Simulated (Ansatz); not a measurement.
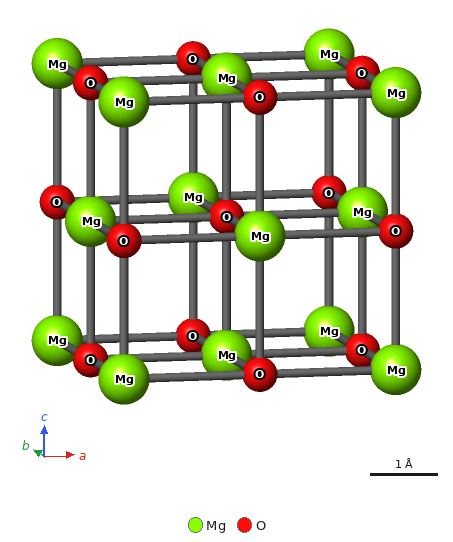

*The input geometry (ball-and-stick view of the cell 4 times as large as that of the calculation, set on its symmetry axes, seen slightly off an axis).*

Near neighbours in the crystal (not all of them lie inside the picture): Mg has 6 O at 2.11 Å; O has 6 Mg at 2.11 Å.

## Single-point calculation, with input and output: MgO

MgO (Fm-3m, 2 atoms in the cell), computed with DFT PBEsol, scalar-relativistic, plane waves, PAW, no spin polarisation (Ansatz 0.2.0).

The structure derives from a Materials Project entry. It belongs to a series of runs on one base structure; here: band edges sought over the zone.

## The program's output
```
Engine: ansatz 0.2.0, x86_64-unknown-linux-gnu
Pseudopotentials: kind: paw
Pseudopotential: Mg, paw, valence charge 10, recommended cutoff 420 eV (normal), Mg.paw.azcp
Pseudopotential: O, paw, valence charge 6, recommended cutoff 420 eV (normal), O.paw.azcp
Functional definition: PBEsol
  exchange = pbesol_x
  correlation = pbesol_c
Crystal: 2 atoms, lattice volume = 18.708 Å³
Basis set: ecut = 420 eV, 339 PW (Γ), exchange–correlation on 40×40×40 points (8 copies of the dense FFT grid, shifted against one another)
Bands: 12, of which v1, the nominal top of the filled ones, is band 8 counted from 1 (7 counted from 0)
Symmetry: 48 space group operations
Space group: Fm-3m (ITA 225), of the structure as read, at distance tolerance 2.7e-5 Å
k-points: 47 of 1000
Non-local potential: Mg, projectors of the file, l = 0: 3, l = 1: 2, l = 2: 1
Non-local potential: O, projectors of the file, l = 0: 2, l = 1: 2, l = 2: 1
PAW form: soft (Blöchl's): semilocal exchange-correlation on the pseudo side does not see the compensation charge
PAW frozen core: Mg, regenerated for the run's functional, and the local potential with it (the file was generated under x = pbe(κ = 0.804, μ = 0.2195149727645171), c = pbe(β = 0.06672455060314922))
PAW frozen core: O, regenerated for the run's functional, and the local potential with it (the file was generated under x = pbe(κ = 0.804, μ = 0.2195149727645171), c = pbe(β = 0.06672455060314922))
PAW one-centre angular grid: Mg, 110 points (default); XC on 64 Gauss nodes
PAW one-centre angular grid: O, 110 points (default); XC on 64 Gauss nodes
Initial density: superposition of atomic densities (neutral atoms: chi_scale 0, normalization atom), corrected by the library's trained network
Initial wavefunctions: pseudopotential atomic-orbital guess
Functional: x = pbesol(κ = 0.804, μ = 0.12345679012345678), c = pbesol(β = 0.046)
SCF iter   1: F=—  HF=-2475.880360 eV  |F-HF|=—  |Δ(HF+E_count)|=         —  Δρ=1.45e-2  dr2=3.12e-2  ethr=1.77e-3  ⟨swp⟩=5.9  Hψ=3327  notcnv=0
preconditioner: auto → none  [insulator: Δε(μ)=4.495 eV  Ē_g=18.275 eV  σ=0.010 eV  W_gap=1.00  n_scr=8 (ndim 8)  ℏωp=24.3 eV  f_vac=0.000  D(μ)=0.00/eV (n_scr^D=0)  ε∞_Penn≈2.8]
SCF iter   2: F=—  HF=-2475.872187 eV  |F-HF|=—  |Δ(HF+E_count)|=   8.17e-3  Δρ=4.11e-3  dr2=3.09e-3  ethr=1.95e-4  ⟨swp⟩=2.1  Hψ=1116  notcnv=0
SCF iter   3: F=—  HF=-2475.871433 eV  |F-HF|=—  |Δ(HF+E_count)|=   7.54e-4  Δρ=6.65e-4  dr2=4.44e-5  ethr=1.93e-5  ⟨swp⟩=2.0  Hψ=898  notcnv=0
SCF iter   4: F=—  HF=-2475.871412 eV  |F-HF|=—  |Δ(HF+E_count)|=   2.04e-5  Δρ=1.27e-4  dr2=1.15e-6  ethr=2.78e-7  ⟨swp⟩=2.1  Hψ=1012  notcnv=0
SCF iter   5: F=—  HF=-2475.871411 eV  |F-HF|=—  |Δ(HF+E_count)|=   1.11e-6  Δρ=4.16e-5  dr2=1.27e-7  ethr=7.17e-9  ⟨swp⟩=2.0  Hψ=760  notcnv=0
SCF iter   6: F=-2475.871411 eV  HF=-2475.871411 eV  |F-HF|=6.23e-10  |Δ(HF+E_count)|=   7.32e-8  Δρ=4.33e-6  dr2=1.84e-9  ethr=6.25e-10  ⟨swp⟩=5.0  Hψ=2523  notcnv=0
SCF 1 converged in 6 iterations: F = -2475.871411 eV  dr2 = 1.84e-9
  greatest PAW one-centre occupation: 1.000 electrons in one spin orbital (limit 2), on the Mg atom at site 0 (counted from 0), in its partial waves of l = 0
```

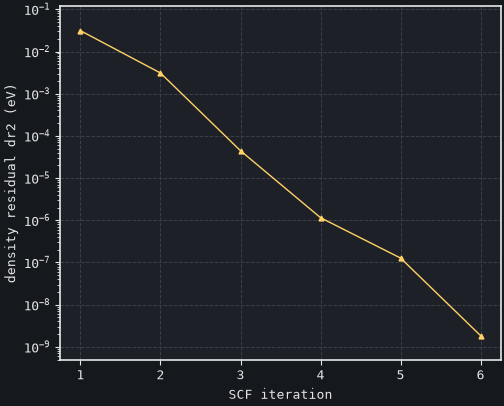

*Convergence of the self-consistent field: density residual dr2 against the SCF iteration.*

The residual falls at every step.

```
NSCF: frozen V_eff on 16 k-points
NSCF: frozen V_eff on 14 k-points
NSCF: frozen V_eff on 2 k-points
NSCF: frozen V_eff on 2 k-points
NSCF: frozen V_eff on 2 k-points
NSCF: frozen V_eff on 2 k-points
NSCF: frozen V_eff on 2 k-points
NSCF: frozen V_eff on 3 k-points
SCF converged after 6 iterations
Free energy (F): -2475.871411 eV
Harris-Foulkes:  -2475.871411 eV  (|F-HF|=6.23e-10)
Internal energy: -2475.871411 eV  (E = F + TS)
E sigma→0 (E₀):  -2475.871411 eV
Fermi energy:    10.306222 eV
--- Per-component energies (eV) ---
  E_band       = -292.409027
  E_kinetic    = 254.943605
  E_local      = -1601.866341  (includes V_loc(G=0)·N_el)
  E_nonlocal   = 143.745681
  E_hartree    = 552.958892
  E_xc         = -103.900707
  E_vxc        = -133.877390  (∫ρ·V_xc dr)
  E_paw        = -433.089684  (= ΣΔE_a)
  E_vpaw       = -61.274206  (= ΣTr[D̂ρ^β])
  E_aug_tail   = 0.002515  (compensation charges beyond the density's cutoff)
  E_ewald      = -1288.759523
  E_core_change = 0.094150  (= ΣΔE_core)
  E_smearing   = -0.000000  (= −TS)
  E_closure    = 0.000000  (closes the sum)
  Σ components = -2475.871411   (vs F -2475.871411, Δ=0.00e0)
--- Forces (eV/Å), atoms counted from 1 ---
  atom   1  Mg    -0.00000000    -0.00000000    -0.00000000
  atom   2  O      0.00000000    -0.00000000    -0.00000000
  max |Σ_I F_I| component: 2.03e-29 eV/Å
--- Stress (GPa, compression-positive) ---
        0.007468       0.000000      -0.000000
        0.000000       0.007468       0.000000
        0.000000      -0.000000       0.007468
  P = ⅓ Tr σ = 0.0075 GPa (0.075 kbar)
--- Band table (eV; the first three rows and the last of 47) ---
  k-point 0: bands = ["-63.8624", "-30.7771", "-30.7771", "-30.7771", "-9.1912", "7.9960", "7.9960", "7.9960", "12.6164", "23.6629", "23.6629", "23.6629"]
  k-point 1: bands = ["-63.8616", "-30.7857", "-30.7779", "-30.7779", "-9.0803", "7.3337", "7.9281", "7.9281", "13.2507", "22.3852", "23.9010", "23.9010"]
  k-point 2: bands = ["-63.8594", "-30.8081", "-30.7802", "-30.7802", "-8.7755", "5.9994", "7.7558", "7.7558", "14.4443", "20.8675", "24.3816", "24.3816"]
  k-point 46: bands = ["-63.8506", "-30.8366", "-30.8225", "-30.8086", "-7.5629", "4.6342", "5.4465", "6.2477", "18.8484", "19.7290", "20.0366", "23.7877"]
```

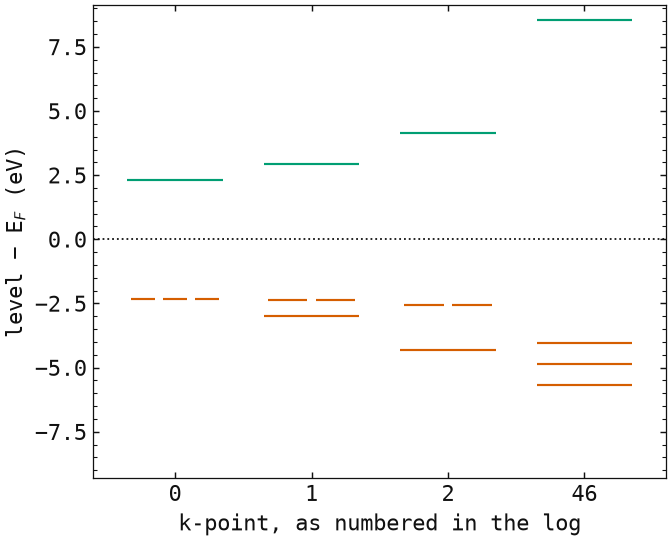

*Kohn–Sham levels near the Fermi level (dotted) at the few k-points that the log prints; levels within 0.02 eV of each other stand side by side.*

Among these points the highest filled and lowest empty levels are 4.62 eV apart, which is the gap on the mesh.

The run was set up as follows.

## The input
```yaml
crystal:
  lattice:
    - [0.0, 2.1070232061, 2.1070232061]
    - [2.1070232061, 0.0, 2.1070232061]
    - [2.1070232061, 2.1070232061, 0.0]
  atoms:
    - { symbol: Mg, position: [0.0, 0.0, 0.0] }
    - { symbol: O, position: [0.5, 0.5, 0.5] }
basis:
  ecutwfc: 420
  xc_grid: 2
kpoints:
  mp_grid: { grid: [10, 10, 10] }
  band_path: { path: [VBM, CBM], npoints: 2 }
hamiltonian:
  xc: pbesol
scf:
  occupations: { method: gaussian, width: 0.01 }
output:
  forces: true
  stress: true
  eigenvalues: true
```

Command:
```bash
ansatz run input.yaml --threads 4 --pin off --max-ram 8192MiB --backend cpu --events-out ev --progress --plain --runs-dir out
```

## Results in brief

| quantity | value |
| --- | --- |
| outcome | converged |
| space group (tolerance 0.01 Å) | Fm-3m (225) |
| electrons treated | 16 |
| free energy | −2475.8714 eV |
| Fermi energy | 10.306 eV |
| gap on the k-point mesh | 4.62 eV |
| gap on the band path | 4.62 eV |
| pressure | 0.01 GPa |
| largest force (length of the vector) | under 0.001 eV/Å |
| hardware | 4 threads of AMD EPYC (Zen 3), 189 GiB of memory available, shared host |
| wall time | 2.6 s (CPU time 4 s) |
| peak memory | 0.28 GiB |
